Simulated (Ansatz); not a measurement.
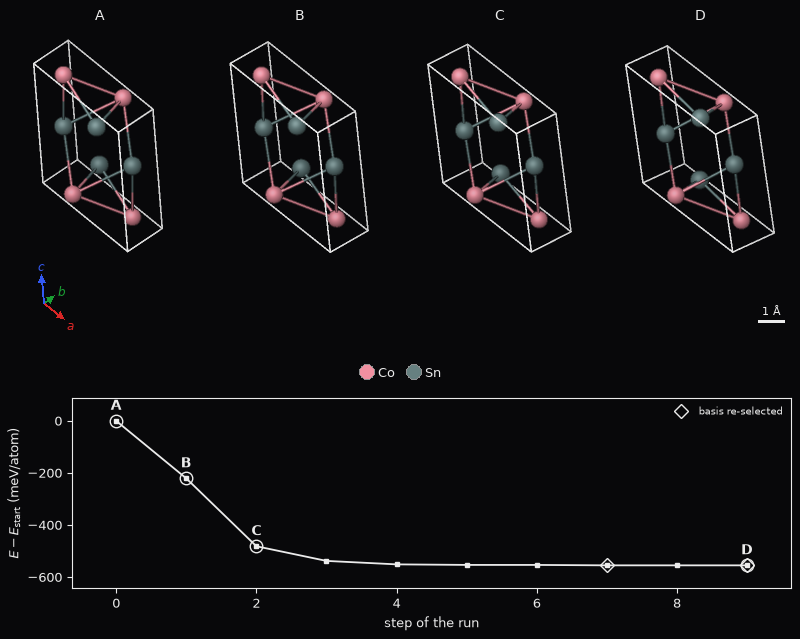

Frames of a relaxation of solid CoSn₂ (set up in I4/mcm), marked on the history of the run. The picture is a ball-and-stick view of the cell of the calculation, seen slightly off an axis.

Case: relaxed kmesh: [1, 1, 1] Gamma-centred.

Method: Ansatz 0.2.0, DFT PBEsol, scalar-relativistic, plane waves, PAW.

The input:
```yaml
crystal:
  lattice:
    - [-3.1825, 3.1825, 2.7285]
    - [3.1825, -3.1825, 2.7285]
    - [3.1825, 3.1825, -2.7285]
  atoms:
    - { symbol: Co, position: [0.25, 0.25, 0.0] }
    - { symbol: Co, position: [0.75, 0.75, 0.0] }
    - { symbol: Sn, position: [0.658, 0.158, 0.816] }
    - { symbol: Sn, position: [0.158, 0.342, 0.5] }
    - { symbol: Sn, position: [0.342, 0.842, 0.184] }
    - { symbol: Sn, position: [0.842, 0.658, 0.5] }
basis:
  ecutwfc: 420
kpoints:
  mp_grid: { grid: [1, 1, 1] }
hamiltonian:
  xc: pbesol
scf:
  occupations: { method: gaussian, width: 0.1 }
output:
  forces: true
  stress: true
  eigenvalues: true
relax:
  adjacent_minimum: "off"
  f_tol: 0.01
  max_steps: 60
  cell: { stress_tol: 0.05 }
```

Command:
```bash
ansatz run input.yaml --threads 1 --pin off --max-ram 2560MiB --backend cpu --events-out ev --progress --plain --runs-dir out
```

> Describe the path.

The largest moves relative to the cell, 0.52 Å, are those of Sn3, Sn4, Sn5 and Sn6. Sn3 goes along [1 1 2]. Co stays in place. The drawn cell changes as follows: a = b = c 5.263 → 5.267 Å (+0.1 %), α 105.6° → 109.0°, β 105.6° → 109.0°, γ 117.5° → 110.5°; the volume changes by +1.8 %. Near-neighbour distances that change, for instance: Sn3–Sn5 2.844 → 3.775 Å, Co1–Co2 2.729 → 3.003 Å, Co1–Sn3 2.759 → 2.648 Å. Among the angles between lasting bonds that change: Co1–Sn4–Co1 145.1° → 168.0°, Co1–Sn4–Co2 59.3° → 69.1°. The space group stays I4/mcm (No. 140). The energy falls by 555 meV per atom in 7 accepted moves (9 points after the start). The largest force component goes from 0.56 to 0.00061 eV/Å. Pressure: 2.74 GPa at the start and 0.02 GPa at the end. At 2 points the geometry stayed and the basis and grid were re-selected for the new cell (energy shift of 1.6 meV per atom at most each time). From step 0 to 1: Sn atoms move most (0.09 Å), volume +2.7 %, energy −221 meV per atom. From step 1 to 2: Sn atoms move most (0.19 Å), volume −1.1 %, energy −261 meV per atom. From step 2 to 9: Sn atoms move most (0.24 Å), volume +0.2 %, energy −73.3 meV per atom.

Limits of the set-up: an element that often carries a moment was run without spin polarisation.
